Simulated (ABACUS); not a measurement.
## PbTe: geometry relaxation (part 1 of 2)

PbTe (2 atoms in the cell), computed with Kohn-Sham DFT of a periodic cell, SOGGA, SG15 ONCV 1.2 PBE, no spin polarisation (ABACUS 3.10.1).

The structure derives from an entry of the Crystallography Open Database.

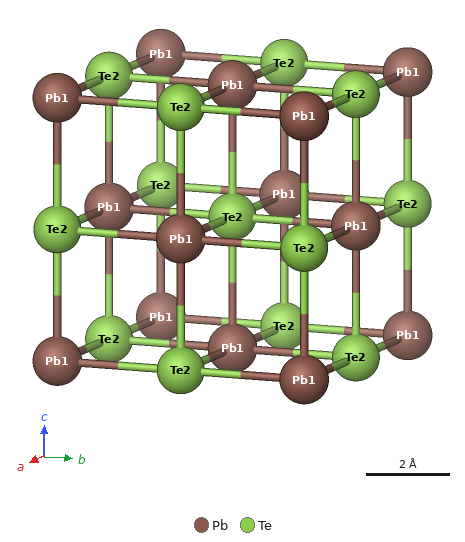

Figure 1. The structure as given in the input (ball-and-stick view of the cell 4 times as large as that of the calculation, set on its symmetry axes, seen slightly off an axis; atoms are numbered from 1 in the order of the input). Near neighbours in the crystal (not all of them lie inside the picture): Pb has 6 Te at 3.23 Å; Te has 6 Pb at 3.23 Å.

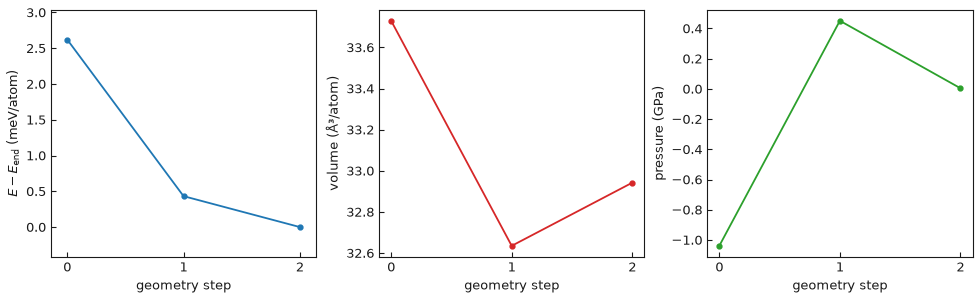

Figure 2. Progress of the relaxation, step by step (steps are counted from 0).

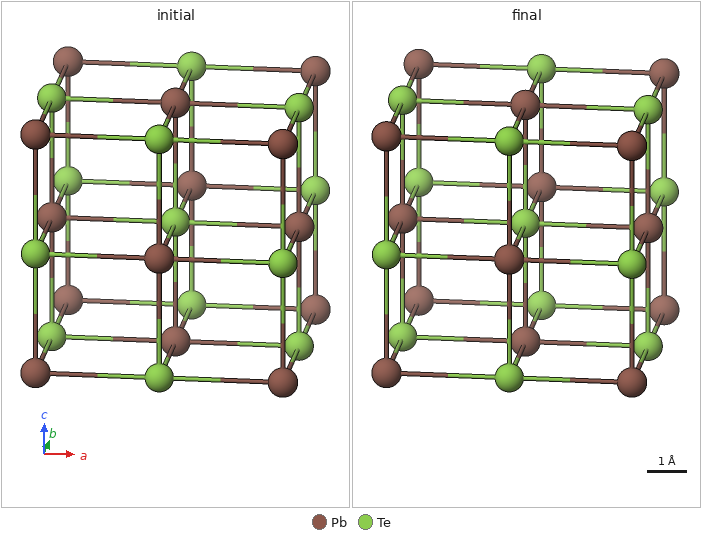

Figure 3. Before (left) and after (right) the relaxation, at one scale (ball-and-stick view of the cell 4 times as large as that of the calculation, set on its symmetry axes, seen at an oblique angle). Over 2 geometry steps the energy falls by 2.6 meV per atom. All forces vanish by symmetry, so only the cell relaxes. The pressure goes from −1.04 to 0.00 GPa. No atom moves by more than 0.005 Å relative to the cell. Cell: a = b = c 6.462 → 6.411 Å (−0.8 %). Volume −2.3 %. Distances before and after: Pb1–Te2 3.231 → 3.206 Å. The space group stays Fm-3m (No. 225). (Atoms are counted from 1 in the order of the input.)

These pictures come from the run below.

**Input file**
```
INPUT_PARAMETERS
suffix              TePb
calculation         cell-relax
basis_type          pw
pseudo_dir          ./
latname             fcc
symmetry            1
dft_functional      GGA_X_SOGGA+GGA_C_PBE
ecutwfc             83
pseudo_rcut         7
nspin               1
nbands              19
ks_solver           dav
smearing_method     fd
smearing_sigma      0.00367493
scf_thr             1e-08
scf_nmax            100
mixing_type         broyden
mixing_beta         0.7
cal_force           1
cal_stress          1
relax_nmax          60
force_thr_ev        0.01
relax_method        cg
out_stru            1
stress_thr          1
kpar                4
```

**File STRU**
```
ATOMIC_SPECIES
Pb 207.2000 Pb_ONCV_PBE-1.2.upf
Te 127.6000 Te_ONCV_PBE-1.2.upf

LATTICE_CONSTANT
12.2114102173

ATOMIC_POSITIONS
Direct

Pb
0.0
1
0.0000000000 0.0000000000 0.0000000000 1 1 1

Te
0.0
1
0.5000000000 0.5000000000 0.5000000000 1 1 1
```

**File KPT**
```
K_POINTS
0
Gamma
6 6 6 0 0 0
```

Command:
```bash
OMP_NUM_THREADS=1 mpirun -np 4 abacus > log
```

**The program's output**
```
ABACUS v3.10.1

               Atomic-orbital Based Ab-initio Computation at UStc

 ------------------------------------------------------------------------------------

 READING GENERAL INFORMATION
                           global_out_dir = OUT.TePb/
                           global_in_card = INPUT
                               pseudo_dir = ./
                              orbital_dir =
                                    DSIZE = 4
                                    GSIZE = 1

 READING UNITCELL INFORMATION
                                    ntype = 2
                  lattice constant (Bohr) = 12.2114
              lattice constant (Angstrom) = 6.462

 READING ATOM TYPE 1
                               atom label = Pb
                      L=0, number of zeta = 1
                      L=1, number of zeta = 1
                      L=2, number of zeta = 1
             number of atom for this type = 1

 READING ATOM TYPE 2
                               atom label = Te
                      L=0, number of zeta = 1
                      L=1, number of zeta = 1
                      L=2, number of zeta = 1
             number of atom for this type = 1

                        TOTAL ATOM NUMBER = 2
DIRECT COORDINATES
    atom                   x                   y                   z     mag                  vx                  vy                  vz
taud_Pb1            0.0000000000        0.0000000000        0.0000000000  0.0000        0.0000000000        0.0000000000        0.0000000000
taud_Te1            0.5000000000        0.5000000000        0.5000000000  0.0000        0.0000000000        0.0000000000        0.0000000000

                          Volume (Bohr^3) = 455.237
                             Volume (A^3) = 67.4591

 Lattice vectors: (Cartesian coordinate: in unit of a_0)
                 -0.5                  +0                +0.5
                   +0                +0.5                +0.5
                 -0.5                +0.5                  +0
 Reciprocal vectors: (Cartesian coordinate: in unit of 2 pi/a_0)
                   -1                  -1                  +1
                   +1                  +1                  +1
                   -1                  +1                  -1
 The esolver type has been set to : ksdft_pw

                PAO radial cut off (Bohr) = 7

 Read in pseudopotential file is Pb_ONCV_PBE-1.2.upf
                     pseudopotential type = NC
          exchange-correlation functional = PBE
                 nonlocal core correction = 0
                        valence electrons = 14
                                     lmax = 3
                           number of zeta = 0
                     number of projectors = 8
                           L of projector = 0
                           L of projector = 0
                           L of projector = 1
                           L of projector = 1
                           L of projector = 2
                           L of projector = 2
                           L of projector = 3
                           L of projector = 3
 XC functional updated to : GGA_X_SOGGA+GGA_C_PBE
          exchange-correlation functional = GGA_X_SOGGA+GGA_C_PBE
                PAO radial cut off (Bohr) = 7

 Read in pseudopotential file is Te_ONCV_PBE-1.2.upf
                     pseudopotential type = NC
          exchange-correlation functional = PBE
                 nonlocal core correction = 0
                        valence electrons = 16
                                     lmax = 2
                           number of zeta = 0
                     number of projectors = 6
                           L of projector = 0
                           L of projector = 0
                           L of projector = 1
                           L of projector = 1
                           L of projector = 2
                           L of projector = 2
 XC functional updated to : GGA_X_SOGGA+GGA_C_PBE
          exchange-correlation functional = GGA_X_SOGGA+GGA_C_PBE
     initial pseudo atomic orbital number = 0

 SETUP THE ELECTRONS NUMBER
            electron number of element Pb = 14
      total electron number of element Pb = 14
            electron number of element Te = 16
      total electron number of element Te = 16
            AUTOSET number of electrons:  = 30
                           occupied bands = 15
                                   NBANDS = 19
                                   NLOCAL = 18

%%%%%%%%%%%%%%%%%%%%%%%%%%%%%%%%%%%%%%%%%%%%%%%%%%%%%%%%%%%%%%%%%%%%%%%%%%%%%%%%%%%%%%%%%%%%%%%%%%%%%%%%%%
 Warning: the number of valence electrons in pseudopotential > 4 for Pb: [Xe] 4f14 5d10 6s2 6p2
 Warning: the number of valence electrons in pseudopotential > 6 for Te: [Kr] 4d10 5s2 5p4
 Pseudopotentials with additional electrons can yield (more) accurate outcomes, but may be less efficient.
 If you're confident that your chosen pseudopotential is appropriate, you can safely ignore this warning.
%%%%%%%%%%%%%%%%%%%%%%%%%%%%%%%%%%%%%%%%%%%%%%%%%%%%%%%%%%%%%%%%%%%%%%%%%%%%%%%%%%%%%%%%%%%%%%%%%%%%%%%%%%

 SETUP THE PLANE WAVE BASIS
 energy cutoff for charge/potential (unit:Ry) = 332
            fft grid for charge/potential = [ 54, 54, 54 ]
                        fft grid division = [ 1, 1, 1 ]
        big fft grid for charge/potential = [ 54, 54, 54 ]
                                     nbxx = 157464
                                     nrxx = 157464

 SETUP PLANE WAVES FOR CHARGE/POTENTIAL
                    number of plane waves = 46367
                         number of sticks = 1711

 PARALLEL PW FOR CHARGE/POTENTIAL
     PROC   COLUMNS(POT)             PW
        1           1711          46367
 --------------- sum -------------------
        1           1711          46367
                            number of |g| = 421
                                  max |g| = 1252
                                  min |g| = 0

----------- Double Check Mixing Parameters Begin ------------
mixing_type: broyden
mixing_beta: 0.7
mixing_gg0: 1
mixing_gg0_min: 0.1
mixing_ndim: 8
----------- Double Check Mixing Parameters End ------------

 LATTICE VECTORS: (CARTESIAN COORDINATE: IN UNIT OF A0)
                 -0.5                  +0                +0.5
                   +0                +0.5                +0.5
                 -0.5                +0.5                  +0
                       right hand lattice = 1
                                   NORM_A = 0.707107
                                   NORM_B = 0.707107
                                   NORM_C = 0.707107
                           ALPHA (DEGREE) = 60
                           BETA  (DEGREE) = 60
                           GAMMA (DEGREE) = 60

 The lattice vectors have been changed (STRU_SIMPLE.cif)

(for optimal symmetric configuration:)
                             BRAVAIS TYPE = 3
                     BRAVAIS LATTICE NAME = 03. Cubic F (face-centered)
                                    ibrav = 3
                                    IBRAV = 3
                                  BRAVAIS = FACE CENTERED CUBIC
                       LATTICE CONSTANT A = 1
Original cell was already a primitive cell.
                        ROTATION MATRICES = 48
              PURE POINT GROUP OPERATIONS = 48
                   SPACE GROUP OPERATIONS = 48
                              POINT GROUP = O_h
               POINT GROUP IN SPACE GROUP = O_h

 SETUP K-POINTS
                                    nspin = 1
                   Input type of k points = Monkhorst-Pack(Gamma)
                                   nkstot = 216
                       right hand lattice = 1
(for reciprocal lattice: )
                             BRAVAIS TYPE = 2
                     BRAVAIS LATTICE NAME = 02. Cubic I (body-centered)
                                    ibrav = 2
                       right hand lattice = 1
(for k-lattice: )
                             BRAVAIS TYPE = 2
                     BRAVAIS LATTICE NAME = 02. Cubic I (body-centered)
                                    ibrav = 2
                       right hand lattice = 1
                        ROTATION MATRICES = 48
                               nkstot_ibz = 16
K-POINTS REDUCTION ACCORDING TO SYMMETRY
     IBZ    DIRECT_X    DIRECT_Y    DIRECT_Z  WEIGHT  ibz2bz
       1  0.00000000  0.00000000  0.00000000  0.0046       0
       2  0.16666667  0.16666667  0.16666667  0.0370       1
       3  0.33333333  0.33333333  0.33333333  0.0370       2
       4  0.50000000  0.50000000  0.50000000  0.0185       3
       5  0.16666667  0.16666667  0.00000000  0.0278       7
       6  0.33333333  0.33333333  0.16666667  0.1111       8
       7  0.50000000  0.50000000  0.33333333  0.1111       9
       8  0.50000000  0.33333333  0.33333333  0.1111      10
       9  0.33333333  0.16666667  0.16666667  0.0556      11
      10  0.33333333  0.33333333  0.00000000  0.0278      14
      11  0.50000000  0.50000000  0.16666667  0.1111      15
      12 -0.33333333  0.33333333  0.33333333  0.0556      16
      13  0.50000000  0.50000000  0.00000000  0.0139      21
      14  0.50000000  0.33333333  0.16666667  0.1111      51
      15  0.50000000  0.33333333 -0.33333333  0.1111      52
      16  0.50000000  0.33333333 -0.16666667  0.0556      58

                               nkstot now = 16
[... K-POINTS DIRECT COORDINATES: 16 rows ...]

           k-point number in this process = 4
       minimum distributed K point number = 4
[... stars of the k points ...]

[... K-POINTS CARTESIAN COORDINATES: 4 rows ...]

[... K-POINTS DIRECT COORDINATES: 4 rows ...]

 SETUP PLANE WAVES FOR WAVE FUNCTIONS
     energy cutoff for wavefunc (unit:Ry) = 83
              fft grid for wave functions = [ 54, 54, 54 ]
                    number of plane waves = 6735
                         number of sticks = 475

 PARALLEL PW FOR WAVE FUNCTIONS
     PROC   COLUMNS(POT)             PW
        1            475           6735
 --------------- sum -------------------
        1            475           6735

 SETUP NONLOCAL PSEUDOPOTENTIALS IN PLANE WAVE BASIS
 Pb non-local projectors:
 projector 1 L=0
 projector 2 L=0
 projector 3 L=1
 projector 4 L=1
 projector 5 L=2
 projector 6 L=2
 projector 7 L=3
 projector 8 L=3
 Te non-local projectors:
 projector 1 L=0
 projector 2 L=0
 projector 3 L=1
 projector 4 L=1
 projector 5 L=2
 projector 6 L=2
      TOTAL NUMBER OF NONLOCAL PROJECTORS = 50

 Init Non-Local PseudoPotential table :
 Init Non-Local-Pseudopotential done.

                                     npwx = 5846

 -------------------------------------------
 STEP OF RELAXATION : 1
 -------------------------------------------
                                 init_chg = atomic

 PW ALGORITHM --------------- ION=   1  ELEC=   1--------------------------------

 Notice: Threshold on eigenvalues was too large.
 hsover_error=0.3 > DRHO=0.0481633
 Origin diag ethr = 0.01
 New diag ethr = 0.000160544

 Density error is 0.0485904184861
                          Error Threshold = 0.000160544290478
----------------------------------------------------------
     Energy           Rydberg                 eV
----------------------------------------------------------
 E_KohnSham     -287.0783556757      -3905.9014096601
 E_Harris       -287.6935167508      -3914.2711054695
 E_Fermi        0.7399498843         10.0675346609
----------------------------------------------------------

 PW ALGORITHM --------------- ION=   1  ELEC=   2--------------------------------

 Density error is 0.00282750433666
                          Error Threshold = 0.00016196806162
----------------------------------------------------------
     Energy           Rydberg                 eV
----------------------------------------------------------
 E_KohnSham     -287.0896119696      -3906.0545593949
 E_Harris       -287.4583135279      -3911.0710014497
 E_Fermi        0.7384451403         10.0470615679
----------------------------------------------------------

 PW ALGORITHM --------------- ION=   1  ELEC=   3--------------------------------

 Density error is 0.00020446582951
                          Error Threshold = 9.42501445555e-06
----------------------------------------------------------
     Energy           Rydberg                 eV
----------------------------------------------------------
 E_KohnSham     -287.0902236980      -3906.0628823874
 E_Harris       -287.0788369170      -3905.9079572839
 E_Fermi        0.7363499744         10.0185553737
----------------------------------------------------------

 PW ALGORITHM --------------- ION=   1  ELEC=   4--------------------------------
```
